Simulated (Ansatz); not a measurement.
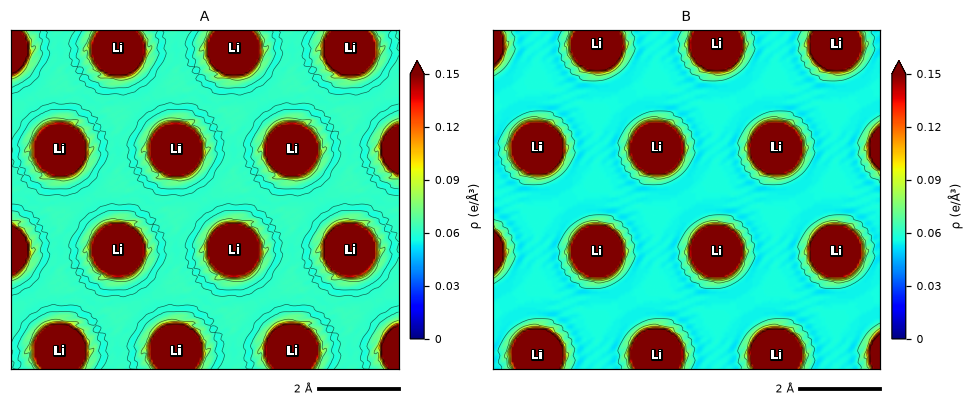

Li. The valence pseudo-density of two cells that differ in size, on the (100) plane of each (indices in the axes of the calculation cell), at one length scale and on one colour scale: B has 19.2 Å³ an atom and A 17.6.

Computed with DFT, BLYP, plane waves (420 eV) with PAW, scalar-relativistic in Ansatz 0.2.0.

In a PAW calculation such maps are meaningful between the atoms, not at the nuclei.

The larger cell:

```
CELL_PARAMETERS angstrom
0.00000 2.12601 2.12601
2.12601 0.00000 2.12601
2.12601 2.12601 0.00000
ATOMIC_POSITIONS crystal
Li 0.00000 0.00000 0.00000
```

The smaller cell: a = 2.921 Å, b = 2.921 Å, c = 2.921 Å, α = 60.00°, β = 60.00°, γ = 60.00°.

What does the compression do to the bonding and the properties?

From the larger cell to the smaller, Li–Li goes from 3.01 to 2.92 Å, and the density at its midpoint from 0.06 to 0.06 e/Å³; the pressure goes from 0.6 to 2.2 GPa.
